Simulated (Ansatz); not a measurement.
Run report: HfO₂, band-structure calculation (part 1 of 2)

HfO₂ (Pbca, 24 atoms in the cell), computed with DFT r2SCAN, scalar-relativistic, plane waves, PAW, no spin polarisation (Ansatz 0.2.0).

The structure derives from an entry of the Crystallography Open Database. Figures and captions count atoms from 1; the log counts them from 0 in places.

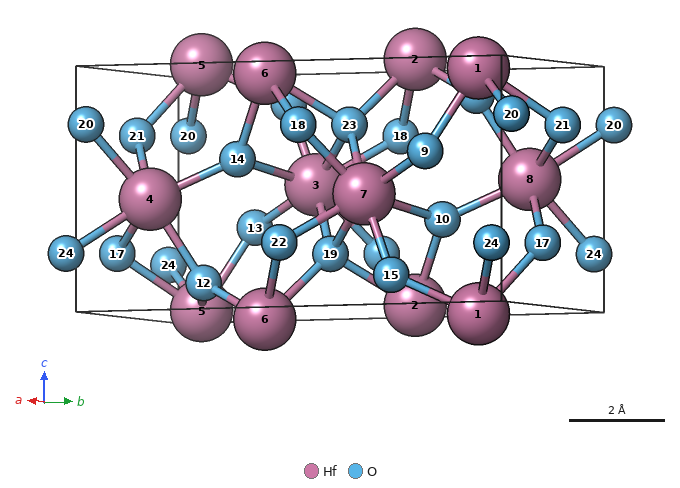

Fig. 1: The structure (ball-and-stick view of the cell of the calculation, seen at an oblique angle; atoms are numbered from 1 in the order of the input). An atom can appear more than once, as a periodic image. Near neighbours in the periodic cell (some may lie outside the picture): Hf has 7 O at 2.04 to 2.21 Å; O has 3 Hf at 2.04 to 2.17 Å; O has 4 Hf at 2.14 to 2.21 Å.

The input
```yaml
crystal:
  lattice:
    - [5.0633416256, 0.0, 0.0]
    - [0.0, 10.0121726638, 0.0]
    - [0.0, 0.0, 5.2299035659]
  atoms:
    - { symbol: Hf, position: [0.7453539275, 0.8845149856, 0.9648890207] }
    - { symbol: Hf, position: [0.2453539275, 0.6154850144, 0.0351109793] }
    - { symbol: Hf, position: [0.2546460725, 0.3845149856, 0.5351109793] }
    - { symbol: Hf, position: [0.7546460725, 0.1154850144, 0.4648890207] }
    - { symbol: Hf, position: [0.2546460725, 0.1154850144, 0.0351109793] }
    - { symbol: Hf, position: [0.7546460725, 0.3845149856, 0.9648890207] }
    - { symbol: Hf, position: [0.7453539275, 0.6154850144, 0.4648890207] }
    - { symbol: Hf, position: [0.2453539275, 0.8845149856, 0.5351109793] }
    - { symbol: O, position: [0.8725019113, 0.7898207824, 0.6258228629] }
    - { symbol: O, position: [0.3725019113, 0.7101792176, 0.3741771371] }
    - { symbol: O, position: [0.1274980887, 0.2898207824, 0.8741771371] }
    - { symbol: O, position: [0.6274980887, 0.2101792176, 0.1258228629] }
    - { symbol: O, position: [0.1274980887, 0.2101792176, 0.3741771371] }
    - { symbol: O, position: [0.6274980887, 0.2898207824, 0.6258228629] }
    - { symbol: O, position: [0.8725019113, 0.7101792176, 0.1258228629] }
    - { symbol: O, position: [0.3725019113, 0.7898207824, 0.8741771371] }
    - { symbol: O, position: [0.5022937284, 0.9771371932, 0.261512725] }
    - { symbol: O, position: [0.0022937284, 0.5228628068, 0.738487275] }
    - { symbol: O, position: [0.4977062716, 0.4771371932, 0.238487275] }
    - { symbol: O, position: [0.9977062716, 0.0228628068, 0.761512725] }
    - { symbol: O, position: [0.4977062716, 0.0228628068, 0.738487275] }
    - { symbol: O, position: [0.9977062716, 0.4771371932, 0.261512725] }
    - { symbol: O, position: [0.5022937284, 0.5228628068, 0.761512725] }
    - { symbol: O, position: [0.0022937284, 0.9771371932, 0.238487275] }
basis:
  ecutwfc: 500
kpoints:
  mp_grid: { grid: [6, 4, 6] }
  band_path:
    path:
      - [[0.0, 0.0, 0.0], [0.5, 0.0, 0.0], [0.5, 0.5, 0.0], [0.0, 0.5, 0.0], [0.0, 0.0, 0.0], [0.0, 0.0, 0.5], [0.5, 0.0, 0.5], [0.5, 0.5, 0.5], [0.0, 0.5, 0.5], [0.0, 0.0, 0.5]]
      - [[0.5, 0.0, 0.0], [0.5, 0.0, 0.5]]
      - [[0.0, 0.5, 0.0], [0.0, 0.5, 0.5]]
      - [[0.5, 0.5, 0.0], [0.5, 0.5, 0.5]]
    npoints: 10
hamiltonian:
  xc: r2scan
scf:
  occupations: { method: gaussian, width: 0.02 }
  n_extra_bands: 60
output:
  forces: true
  stress: true
  eigenvalues: true
  populations: true
  dos: { projected: true, de: 0.02, nscf_kmesh: { grid: [9, 6, 9] } }
  bader: false
  write_density: true
  write_potential: true
  elf: true
  volumetric_format: npy
```

Command:
```bash
ansatz run input.yaml --threads 4 --pin off --max-ram 10240MiB --backend cpu --events-out ev --progress --plain --runs-dir out
```

Log
```
scf.n_extra_bands = 60 over 152 filled bands (N_el = 304.0): the run solves 212 bands
Engine: ansatz 0.2.0, x86_64-unknown-linux-gnu
Pseudopotentials: kind: paw
Pseudopotential: Hf, paw, valence charge 26, recommended cutoff 500 eV (meta_gga), Hf.paw.azcp
Pseudopotential: O, paw, valence charge 6, recommended cutoff 500 eV (meta_gga), O.paw.azcp
Functional definition: r2SCAN
  parameter k0 = 0.174
  parameter k1 = 0.065
  parameter a1 = 4.9479
  exchange = r2scan_x(k0 = k0, k1 = k1, a1 = a1)
  correlation = r2scan_c
Crystal: 24 atoms, lattice volume = 265.130 Å³
Basis set: ecut = 500 eV, 6769 PW (Γ), exchange–correlation on 160×300×160 points (64 copies of the dense FFT grid, shifted against one another)
Bands: 212, of which v1, the nominal top of the filled ones, is band 152 counted from 1 (151 counted from 0)
Symmetry: 8 space group operations
Space group: Pbca (ITA 61), of the structure as read, at distance tolerance 6.4e-5 Å
k-points: 48 of 144
Non-local potential: Hf, projectors of the file, l = 0: 3, l = 1: 2, l = 2: 2, l = 3: 3
Non-local potential: O, projectors of the file, l = 0: 2, l = 1: 2, l = 2: 1
PAW form: soft (Blöchl's): semilocal exchange-correlation on the pseudo side does not see the compensation charge
PAW frozen core: Hf, regenerated for the run's functional (the file was generated under x = pbe(κ = 0.804, μ = 0.2195149727645171), c = pbe(β = 0.06672455060314922))
PAW frozen core: O, regenerated for the run's functional (the file was generated under x = pbe(κ = 0.804, μ = 0.2195149727645171), c = pbe(β = 0.06672455060314922))
PAW one-centre angular grid: Hf, 974 points (default); XC on 160 Gauss nodes
PAW one-centre angular grid: O, 302 points (default); XC on 160 Gauss nodes
Initial density: superposition of atomic densities (neutral atoms: chi_scale 0, normalization atom), corrected by the library's trained network
Initial wavefunctions: pseudopotential atomic-orbital guess
Functional: x = r2scan, c = r2scan; τ floored in thin density (d = 2e-4 eV/Å³)
SCF iter   1: F=—  HF=-135010.703398 eV  |F-HF|=—  |Δ(HF+E_count)|=         —  Δρ=1.11e-2  dr2=2.77e-1  dr2_τ=1.67e0  ethr=1.77e-3  ⟨swp⟩=5.1  Hψ=33047  notcnv=0  defer=1460
preconditioner: auto → Resta (q_TF=auto, 2.791 Å⁻¹)  ε∞=4.1  [insulator: Δε(μ)=5.024 eV  Ē_g=22.023 eV  σ=0.020 eV  W_gap=1.00  n_scr=104 (ndim 8)  ℏωp=38.7 eV  f_vac=0.029  D(μ)=0.00/eV (n_scr^D=0)  ε∞_Penn≈4.1]
SCF iter   2: F=—  HF=-135011.110103 eV  |F-HF|=—  |Δ(HF+E_count)|=   4.07e-1  Δρ=5.73e-3  dr2=6.29e-2  dr2_τ=1.14e-2  ethr=9.12e-5  ⟨swp⟩=2.0  Hψ=19335  notcnv=0  defer=2553
SCF iter   3: F=—  HF=-135011.105081 eV  |F-HF|=—  |Δ(HF+E_count)|=   5.02e-3  Δρ=3.52e-3  dr2=1.39e-2  dr2_τ=3.23e-3  ethr=2.07e-5  ⟨swp⟩=2.0  Hψ=12942  notcnv=0  defer=2553
SCF iter   4: F=—  HF=-135011.105321 eV  |F-HF|=—  |Δ(HF+E_count)|=   2.40e-4  Δρ=8.79e-4  dr2=1.66e-3  dr2_τ=3.20e-4  ethr=4.56e-6  ⟨swp⟩=2.0  Hψ=12866  notcnv=0  defer=2553
SCF iter   5: F=—  HF=-135011.105369 eV  |F-HF|=—  |Δ(HF+E_count)|=   4.81e-5  Δρ=2.13e-4  dr2=6.05e-5  dr2_τ=1.40e-5  ethr=5.47e-7  ⟨swp⟩=2.0  Hψ=14535  notcnv=0  defer=2553
SCF iter   6: F=—  HF=-135011.104900 eV  |F-HF|=—  |Δ(HF+E_count)|=   4.69e-4  Δρ=8.29e-5  dr2=1.41e-5  dr2_τ=2.76e-6  ethr=1.99e-8  ⟨swp⟩=2.0  Hψ=13383  notcnv=0  defer=2553
SCF iter   7: F=—  HF=-135011.104901 eV  |F-HF|=—  |Δ(HF+E_count)|=   1.65e-6  Δρ=1.70e-5  dr2=5.55e-7  dr2_τ=8.34e-8  ethr=4.62e-9  ⟨swp⟩=2.0  Hψ=13383  notcnv=0  defer=2553
SCF iter   8: F=—  HF=-135011.104902 eV  |F-HF|=—  |Δ(HF+E_count)|=   1.96e-7  Δρ=7.34e-6  dr2=1.36e-7  dr2_τ=1.26e-8  ethr=3.29e-11  ⟨swp⟩=13.5  Hψ=76045  notcnv=0
SCF iter   9: F=-135011.104902 eV  HF=-135011.104902 eV  |F-HF|=1.05e-9  |Δ(HF+E_count)|=  9.90e-10  Δρ=7.51e-7  dr2=1.62e-9  dr2_τ=2.54e-10  ethr=3.29e-11  ⟨swp⟩=7.0  Hψ=51067  notcnv=0
SCF 1 converged in 9 iterations: F = -135011.104902 eV  dr2 = 1.62e-9
  greatest PAW one-centre occupation: 0.999 electrons in one spin orbital (limit 2), on the Hf atom at site 7 (counted from 0), in its partial waves of l = 3
```

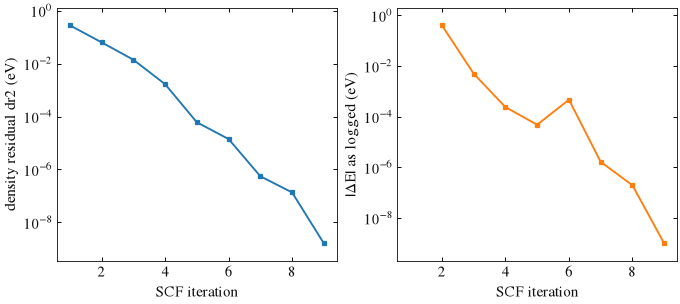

Fig. 2: Convergence of the self-consistent field: density residual dr2 and size of the energy change against the SCF iteration. The residual falls at every step.

```
NSCF: frozen V_eff on 124 k-points
NSCF: frozen V_eff on 100 k-points
SCF converged after 9 iterations
Free energy (F): -135011.104902 eV
Harris-Foulkes:  -135011.104902 eV  (|F-HF|=1.05e-9)
Internal energy: -135011.104902 eV  (E = F + TS)
E sigma→0 (E₀):  -135011.104902 eV
Fermi energy:    16.993793 eV
--- Per-component energies (eV) ---
  E_band       = 66.804818
  E_kinetic    = 6200.181060
  E_local      = -46846.583794  (includes V_loc(G=0)·N_el)
  E_nonlocal   = -9218.103754
  E_hartree    = 21479.405537
  E_xc         = -3448.600283
  E_vxc        = -4043.206263  (∫ρ·V_xc dr)
  E_paw        = -58174.314046  (= ΣΔE_a)
  E_vpaw       = 10794.392493  (= ΣTr[D̂ρ^β])
  E_aug_tail   = 0.016800  (compensation charges beyond the density's cutoff)
  E_vtau       = 221.293021  (kinetic-family band-sum trace: ∫τ·v_τ [+ j·A + Jᵃ·Aᵃ] dr)
  E_ewald      = -45005.167541
  E_core_change = 2.061120  (= ΣΔE_core)
  E_smearing   = -0.000000  (= −TS)
  E_closure    = 0.000000  (closes the sum)
  Σ components = -135011.104902   (vs F -135011.104902, Δ=0.00e0)
--- Forces (eV/Å), atoms counted from 1 ---
  atom   1  Hf    -0.00371308    -0.00308838     0.00157442
  atom   2  Hf    -0.00371308     0.00308838    -0.00157442
  atom   3  Hf     0.00371308    -0.00308838    -0.00157442
  atom   4  Hf     0.00371308     0.00308838     0.00157442
  atom   5  Hf     0.00371308     0.00308838    -0.00157442
  atom   6  Hf     0.00371308    -0.00308838     0.00157442
  atom   7  Hf    -0.00371308     0.00308838     0.00157442
  atom   8  Hf    -0.00371308    -0.00308838    -0.00157442
  atom   9  O      0.00208069     0.00263830     0.00018132
  atom  10  O      0.00208069    -0.00263830    -0.00018132
  atom  11  O     -0.00208069     0.00263830    -0.00018132
  atom  12  O     -0.00208069    -0.00263830     0.00018132
  atom  13  O     -0.00208069    -0.00263830    -0.00018132
  atom  14  O     -0.00208069     0.00263830     0.00018132
  atom  15  O      0.00208069    -0.00263830     0.00018132
  atom  16  O      0.00208069     0.00263830    -0.00018132
  atom  17  O      0.00111310    -0.00228089    -0.00259000
  atom  18  O      0.00111310     0.00228089     0.00259000
  atom  19  O     -0.00111310    -0.00228089     0.00259000
  atom  20  O     -0.00111310     0.00228089    -0.00259000
  atom  21  O     -0.00111310     0.00228089     0.00259000
  atom  22  O     -0.00111310    -0.00228089    -0.00259000
  atom  23  O      0.00111310     0.00228089    -0.00259000
  atom  24  O      0.00111310    -0.00228089     0.00259000
  max |Σ_I F_I| component: 1.73e-18 eV/Å
--- Stress (GPa, compression-positive) ---
       -0.012060       0.000000       0.000000
        0.000000      -0.002311       0.000000
        0.000000       0.000000      -0.009932
  P = ⅓ Tr σ = -0.0081 GPa (-0.081 kbar)
--- Band table (eV; the first three rows and the last of 48) ---
  k-point 0: bands = ["-47.2901", "-47.2842", "-47.2747", "-47.2688", "-47.2684", "-47.2681", "-47.2671", "-47.2669", "-15.7002", "-15.6712", "-15.6687", "-15.6044", "-15.5596", "-15.4875", "-15.4601", "-15.4160", "-15.4066", "-15.3764", "-15.3632", "-15.3367", "-15.3330", "-15.3223", "-15.3044", "-15.3041", "-15.2980", "-15.2788", "-15.2620", "-15.2429", "-15.2127", "-15.1878", "-15.1810", "-15.1689", "-4.5133", "-3.9054", "-3.1738", "-3.0236", "-2.9640", "-2.9552", "-2.9258", "-2.8723",
      "-2.8620", "-2.4990", "-2.4021", "-2.3830", "-2.3311", "-2.2858", "-2.2332", "-2.1762", "4.3388", "4.3447", "4.3461", "4.3475", "4.3550", "4.3550", "4.3573", "4.3592", "4.3596", "4.3603", "4.3623", "4.3631", "4.3663", "4.3690", "4.3703", "4.3723", "4.3726", "4.3729", "4.3742", "4.3743", "4.3777", "4.3779", "4.3791", "4.3815", "4.3824", "4.3839", "4.3840", "4.3845", "4.3850", "4.3859", "4.3872", "4.3872",
      "4.3899", "4.3924", "4.3933", "4.3934", "4.3975", "4.4009", "4.4018", "4.4022", "4.4022", "4.4046", "4.4069", "4.4083", "4.4087", "4.4111", "4.4134", "4.4155", "4.4172", "4.4338", "4.4358", "4.4422", "4.4456", "4.4475", "4.4623", "4.5125", "9.1553", "9.1966", "9.2488", "9.3319", "9.4157", "9.8190", "9.9521", "10.0082", "10.3143", "10.3346", "10.5572", "10.7708", "10.9524", "11.0323", "11.1953", "11.3028",
      "11.3412", "11.4456", "11.4574", "11.7429", "11.7913", "12.1142", "12.2691", "12.3752", "12.4185", "12.4784", "12.5782", "12.7371", "12.7656", "12.7845", "13.0230", "13.2032", "13.3110", "13.3322", "13.4093", "13.6416", "13.6584", "13.7603", "13.8245", "13.8477", "13.8599", "14.0654", "14.2414", "14.3828", "14.4054", "14.4638", "14.5364", "14.5759", "19.6531", "20.0822", "20.1674", "20.3339", "20.4285", "20.4845", "20.7250", "20.8037",
      "20.8514", "20.8750", "21.0814", "21.1194", "21.3505", "21.5838", "21.6387", "21.7118", "21.8600", "21.9797", "22.0505", "22.6886", "22.6982", "22.7658", "22.7709", "22.8023", "22.8024", "23.1429", "23.3204", "23.5693", "23.5846", "23.6239", "23.7590", "24.1636", "24.4656", "24.5455", "24.6061", "24.7290", "24.7499", "25.1369", "25.3212", "25.4648", "25.6630", "25.7128", "26.4579", "27.7965", "28.2322", "28.8161", "29.0327", "29.0670",
      "29.0997", "29.3541", "29.4010", "29.4758", "29.7590", "29.9262", "30.1258", "30.4600", "30.5308", "30.5792", "30.7656", "30.9593"]
```
